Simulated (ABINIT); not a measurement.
## Elastic calculation of ZrB₂ (part 1 of 3)

System: ZrB₂ (P6/mmm, 3 atoms in the cell).
Method: Kohn-Sham DFT of a periodic cell, PBEsol, PseudoDojo NC SR PBEsol v0.4.1 standard, no spin polarisation (ABINIT 10.8.3).

The structure derives from an entry of the Crystallography Open Database.

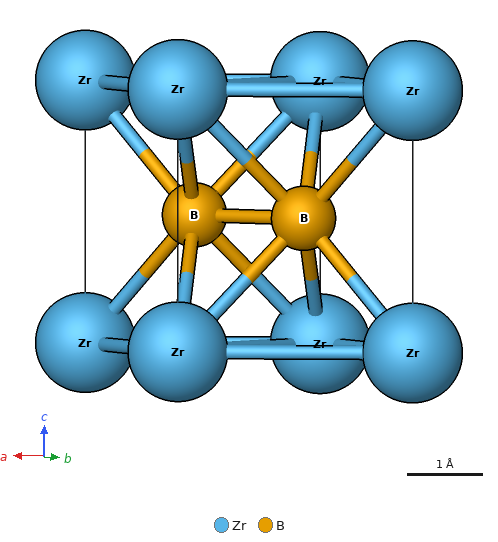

*The structure as given in the input (ball-and-stick view of the cell of the calculation, seen at an oblique angle). An atom can appear more than once, as a periodic image.*

Near neighbours in the periodic cell (some may lie outside the picture): Zr has 12 B at 2.53 Å and 6 Zr at 3.16 Å; B has 3 B at 1.82 Å and 6 Zr at 2.53 Å.

### The input
```
# Datasets
ndtset 2

# Pseudopotentials
pp_dirpath "./"
pseudos "Zr.upf, B.upf"

# Structure
acell 3*1.0 Angstrom
rprim
     3.1570888100     0.0000000000     0.0000000000
    -1.5785444000     2.7341191100     0.0000000000
     0.0000000000     0.0000000000     3.5070414700
ntypat 2
znucl 40 5
natom 3
typat 1 2 2
chkprim 0
chksymtnons 0
tolsym 1.0e-6
xred
            0.0            0.0            0.0
            2/3            1/3            1/2
            1/3            2/3            1/2

# Plane-wave basis
ecut 38.0
ecutsm 0.5

# k points
ngkpt 8 8 6
nshiftk 1
shiftk 0.0 0.0 0.5

# Exchange and correlation
ixc -116133

# Bands and occupations
nband 17
occopt 3
tsmear 0.05 eV

# SCF cycle
nstep 80

# Output
prteig 0
prtebands 0
prtwf 0
prtden 0
prtpot 0

# Dataset 1: ground state
kptopt1 1
tolvrs1 1.0e-15
prtwf1 1
tolwfr1 1.0e-14
nbdbuf1 4
nline1 6

# Dataset 2: response at q = 0 to atomic displacements, strain
rfphon2 1
rfstrs2 3
rfatpol2 1 3
rfdir2 1 1 1
getwfk2 1
kptopt2 2
nqpt2 1
qpt2 0.0 0.0 0.0
tolvrs2 1.0e-9
```

### File mrgddb.in
```
merged_DDB
ZrB2
2
runo_DS1_DDB
runo_DS2_DDB
```

### File anaddb.abi
```
ddb_filepath "merged_DDB"
output_file "anaddb.abo"
outdata_prefix "ana"
asr 1
chneut 0
dipdip 0
dieflag 0
enunit 0
elaflag 5
instrflag 1
eivec 1
nph1l 1
qph1l 0.0 0.0 0.0 1.0
```

Machine: 4 threads of Arm Neoverse V2, 128 GiB of memory available, shared host.

Launched with:
```bash
mpirun --bind-to none -np 4 abinit run.abi > log 2>&1
mrgddb < mrgddb.in > mrgddb.log 2>&1
anaddb anaddb.abi > anaddb.log 2>&1
```

### The program's output
```
.Version 10.8.3 of ABINIT
 DATASET    1 : space group P6/m m m (#191); Bravais hP (primitive hexag.)
================================================================================
 Values of the parameters that define the memory need for DATASET  1.
     intxc =       0    ionmov =       0      iscf =       7    lmnmax =       6
     lnmax =       6     mgfft =      40  mpssoang =       3    mqgrid =    3001
     natom =       3  nloc_mem =       1    nspden =       1   nspinor =       1
    nsppol =       1      nsym =      24    n1xccc =    2501    ntypat =       2
    occopt =       3   xclevel =       2
       mpw =        2298          nfft =       51840          nkpt =          30
================================================================================
================================================================================

 DATASET    2 : space group P6/m m m (#191); Bravais hP (primitive hexag.)
================================================================================
 Values of the parameters that define the memory need for DATASET  2 (RF).
     intxc =       0      iscf =       7    lmnmax =       6     lnmax =       6
     mgfft =      40  mpssoang =       3    mqgrid =    3001     natom =       3
  nloc_mem =       1    nspden =       1   nspinor =       1    nsppol =       1
      nsym =      24    n1xccc =    2501    ntypat =       2    occopt =       3
   xclevel =       2
      nfft =       51840          nkpt =         192
================================================================================
================================================================================

--------------------------------------------------------------------------------
------------- Echo of variables that govern the present computation ------------
--------------------------------------------------------------------------------
 -outvars: echo values of preprocessed input variables --------
            acell      1.8897261259E+00  1.8897261259E+00  1.8897261259E+00 Bohr
              amu      9.12240000E+01  1.08110000E+01
          chkprim           0
      chksymtnons           0
             ecut      3.80000000E+01 Hartree
           ecutsm      5.00000000E-01 Hartree
           getwfk1          0
           getwfk2          1
              ixc     -116133
           jdtset        1    2
                       outvar_i_n : Printing only first  50 k-points.
           kptopt1          1
           kptopt2          2
         kptrlatt        8    0    0      0    8    0      0    0    6
          kptrlen      3.97640873E+01
            natom           3
            nband1         17
            nband2         17
           nbdbuf1          4
           nbdbuf2          2
           ndtset           2
            ngfft          36      36      40
             nkpt1         30
             nkpt2        192
            nline1          6
            nline2          4
             nqpt1          0
             nqpt2          1
            nstep          80
             nsym          24
           ntypat           2
                       prtocc : prtvol=0, do not print more k-points.
           occopt           3
        optdriver1          0
        optdriver2          1
           prtden           0
        prtebands           0
           prteig           0
            prtwf1          1
            prtwf2          0
           rfphon1          0
           rfphon2          1
           rfstrs1          0
           rfstrs2          3
            rprim      3.1570888100E+00  0.0000000000E+00  0.0000000000E+00
                      -1.5785444000E+00  2.7341191100E+00  0.0000000000E+00
                       0.0000000000E+00  0.0000000000E+00  3.5070414700E+00
           shiftk      0.00000000E+00  0.00000000E+00  5.00000000E-01
          spgroup         191
           tolsym      1.00000000E-06
           tolvrs1     1.00000000E-15
           tolvrs2     1.00000000E-09
           tolwfr1     1.00000000E-14
           tolwfr2     0.00000000E+00
           tsmear      1.83746611E-03 Hartree
            typat      1  2  2
                       outvars : Printing only first  50 k-points.
           xangst      0.0000000000E+00  0.0000000000E+00  0.0000000000E+00
                       1.5785444067E+00  9.1137303667E-01  1.7535207350E+00
                       3.3333333419E-09  1.8227460733E+00  1.7535207350E+00
            xcart      0.0000000000E+00  0.0000000000E+00  0.0000000000E+00
                       2.9830166062E+00  1.7222454378E+00  3.3136739453E+00
                       6.2990871025E-09  3.4444908757E+00  3.3136739453E+00
             xred      0.0000000000E+00  0.0000000000E+00  0.0000000000E+00
                       6.6666666667E-01  3.3333333333E-01  5.0000000000E-01
                       3.3333333333E-01  6.6666666667E-01  5.0000000000E-01
            znucl       40.00000    5.00000

================================================================================

 chkinp: Checking input parameters for consistency, jdtset=   1.

 chkinp: Checking input parameters for consistency, jdtset=   2.

================================================================================
== DATASET  1 ==================================================================

--- !DatasetInfo
iteration_state: {dtset: 1, }
dimensions: {natom: 3, nkpt: 30, mband: 17, nsppol: 1, nspinor: 1, nspden: 1, mpw: 2298, }
cutoff_energies: {ecut:  38.0, pawecutdg:  -1.0, }
electrons: {nelect:   1.80000000E+01, charge:   0.00000000E+00, occopt:   3.00000000E+00, tsmear:   1.83746611E-03, }
meta: {optdriver: 0, ionmov: 0, optcell: 0, iscf: 7, paral_kgb: 0, }
...

 Real(R)+Recip(G) space primitive vectors, cartesian coordinates (Bohr,Bohr^-1):
 R(1)=  5.9660332  0.0000000  0.0000000  G(1)=  0.1676156  0.0967729  0.0000000
 R(2)= -2.9830166  5.1667363  0.0000000  G(2)=  0.0000000  0.1935458  0.0000000
 R(3)=  0.0000000  0.0000000  6.6273479  G(3)=  0.0000000  0.0000000  0.1508899
 Unit cell volume ucvol=  2.0428747E+02 bohr^3
 Angles (23,13,12)=  9.00000000E+01  9.00000000E+01  1.20000000E+02 degrees

 getcut: wavevector=  0.0000  0.0000  0.0000  ngfft=  36  36  40
         ecut(hartree)=     38.000   => boxcut(ratio)=   2.17450

--- Pseudopotential description ------------------------------------------------
- pspini: atom type   1  psp file is ./Zr.upf
  40.00000  12.00000  180301                  znucl, zion, pspdat
12 -116133 2 -1 1604                          pspcod,pspxc,lmax,lloc,mmax
     nproj     2     2     2

- pspini: atom type   2  psp file is ./B.upf
   5.00000   3.00000  180301                  znucl, zion, pspdat
12 -116133 1 -1 1534                          pspcod,pspxc,lmax,lloc,mmax
     nproj     2     2     0

   4.55230726E+02                                ecore*ucvol(ha*bohr**3)
--------------------------------------------------------------------------------

================================================================================

--- !BeginCycle
iteration_state: {dtset: 1, }
solver: {iscf: 7, nstep: 80, nline: 6, wfoptalg: 0, }
tolerances: {tolwfr: 1.00E-14, tolvrs: 1.00E-15, }
...

     iter   Etot(hartree)      deltaE(h)  residm     vres2
 ETOT  1  -56.500928207315    -5.650E+01 2.934E-02 5.559E+02
 ETOT  2  -56.562894491863    -6.197E-02 1.755E-05 2.071E+02
 ETOT  3  -56.589279863229    -2.639E-02 6.394E-04 6.884E-01
 ETOT  4  -56.589367088879    -8.723E-05 1.951E-06 1.497E-03
 ETOT  5  -56.589367298659    -2.098E-07 1.097E-08 7.804E-05
 ETOT  6  -56.589367307679    -9.019E-09 3.127E-10 1.213E-06
 ETOT  7  -56.589367307837    -1.581E-10 4.928E-12 1.040E-08
 ETOT  8  -56.589367307838    -1.378E-12 3.856E-14 3.293E-10
 ETOT  9  -56.589367307838    -1.421E-13 9.934E-15 2.214E-12
 ETOT 10  -56.589367307838     6.182E-13 9.952E-15 1.208E-13
 ETOT 11  -56.589367307837     4.192E-13 9.550E-15 2.422E-15
 ETOT 12  -56.589367307838    -2.487E-13 9.570E-15 5.710E-17

 At SCF step   12  max residual=  9.57E-15 < tolwfr=  1.00E-14 AND vres2   =  5.71E-17 < tolvrs=  1.00E-15 =>converged.

 Cartesian components of stress tensor (hartree/bohr^3)
  sigma(1 1)= -5.96489872E-06  sigma(3 2)=  0.00000000E+00
  sigma(2 2)= -5.96488705E-06  sigma(3 1)=  0.00000000E+00
  sigma(3 3)=  1.42674981E-05  sigma(2 1)= -1.99371537E-11

--- !ResultsGS
iteration_state: {dtset: 1, }
comment   : Summary of ground state results
lattice_vectors:
- [  5.9660332,   0.0000000,   0.0000000, ]
- [ -2.9830166,   5.1667363,   0.0000000, ]
- [  0.0000000,   0.0000000,   6.6273479, ]
lattice_lengths: [   5.96603,    5.96603,    6.62735, ]
lattice_angles: [ 90.000,  90.000, 120.000, ] # degrees, (23, 13, 12)
lattice_volume:   2.0428747E+02
convergence: {deltae: -2.487E-13, res2:  5.710E-17, residm:  9.570E-15, diffor: null, }
etotal    :  -5.65893673E+01
entropy   :   0.00000000E+00
fermie    :   4.62457163E-01
cartesian_stress_tensor: # hartree/bohr^3
- [ -5.96489872E-06,  -1.99371537E-11,   0.00000000E+00, ]
- [ -1.99371537E-11,  -5.96488705E-06,   0.00000000E+00, ]
- [  0.00000000E+00,   0.00000000E+00,   1.42674981E-05, ]
pressure_GPa:  -2.2926E-02
xred      :
- [  0.0000E+00,   0.0000E+00,   0.0000E+00, Zr]
- [  6.6667E-01,   3.3333E-01,   5.0000E-01,  B]
- [  3.3333E-01,   6.6667E-01,   5.0000E-01,  B]
cartesian_forces: # hartree/bohr
- [ -0.00000000E+00,  -2.22357382E-27,  -0.00000000E+00, ]
- [ -1.08319017E-27,   7.99096843E-27,  -0.00000000E+00, ]
- [  1.08319017E-27,  -5.76739461E-27,  -0.00000000E+00, ]
force_length_stats: {min:   2.22357382E-27, max:   8.06404845E-27, mean:   5.38528461E-27, }
...

 Integrated electronic density in atomic spheres:
 ------------------------------------------------
 Atom  Sphere_radius  Integrated_density
    1        2.00000          8.44926247
    2        2.00000          2.65804006
    3        2.00000          2.65804006
================================================================================

 ----iterations are completed or convergence reached----

 Mean square residual over all n,k,spin=   16.617E-16; max=  95.704E-16
 reduced coordinates (array xred) for    3 atoms
       0.000000000000      0.000000000000      0.000000000000
       0.666666666667      0.333333333333      0.500000000000
       0.333333333333      0.666666666667      0.500000000000
 rms dE/dt=  2.0233E-26; max dE/dt=  2.1541E-26; dE/dt below (all hartree)
    1       0.000000000000      0.000000000000      0.000000000000
    2       0.000000000000     -0.000000000000      0.000000000000
    3      -0.000000000000      0.000000000000      0.000000000000

 cartesian coordinates (angstrom) at end:
    1      0.00000000000000     0.00000000000000     0.00000000000000
    2      1.57854440666667     0.91137303666667     1.75352073500000
    3      0.00000000333333     1.82274607333333     1.75352073500000

 cartesian forces (hartree/bohr) at end:
    1     -0.00000000000000    -0.00000000000000    -0.00000000000000
    2     -0.00000000000000     0.00000000000000    -0.00000000000000
    3      0.00000000000000    -0.00000000000000    -0.00000000000000
 frms,max,avg= 3.4060290E-27 7.9909684E-27   0.000E+00  0.000E+00  0.000E+00 h/b
```
